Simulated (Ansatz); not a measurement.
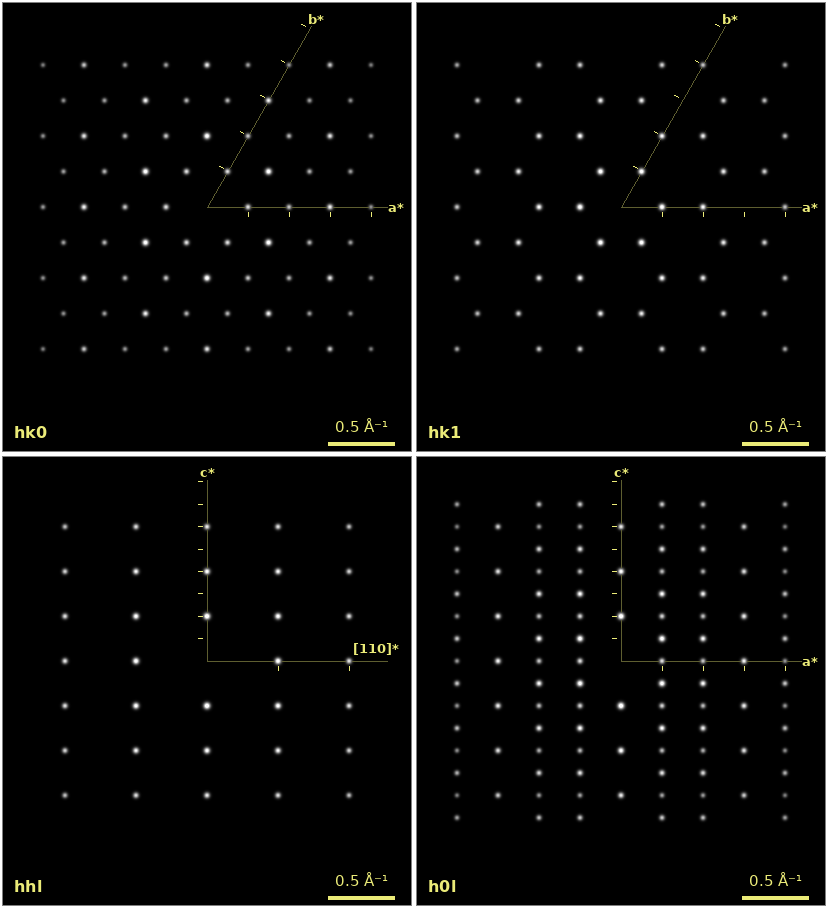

Simulated precession-type sections (X-rays; kinematic intensities, B = 0.5 Å²). The ticks mark integer indices of the conventional cell.

**Read the reciprocal cell and give the direct cell.**

a* = 0.313, b* = 0.313, c* = 0.171 Å⁻¹, γ* = 60°; the cell is hexagonal with a = 3.69 Å, c = 5.85 Å (hexagonal axes).

**Which reflection conditions do the layers show?**

Reflections are present only under these conditions. hkl: no condition; hk0: no condition; h0l: no condition; hhl: l = 2n; 00l: l = 2n. The lattice is primitive (P). Further gaps, such as 0 3 1, 3 0 1, 3 0 3, come from atoms on special positions, not from the group's general conditions.

**Which space groups fit?**

The intensities have Laue symmetry 6/mmm (the hk0 layer shows 6mm, hk1 shows 6mm). With these conditions the candidates are P6_3mc (No. 186), P-62c (No. 190), P6_3/mmc (No. 194). Diffraction geometry alone does not choose among them; the structure has P6_3/mmc. The compound is Nd. Structure: coordinates from a relaxation with Ansatz, DFT PBE, scalar-relativistic, plane waves, PAW; the starting structure was generated, so it need not be a known form of this composition.
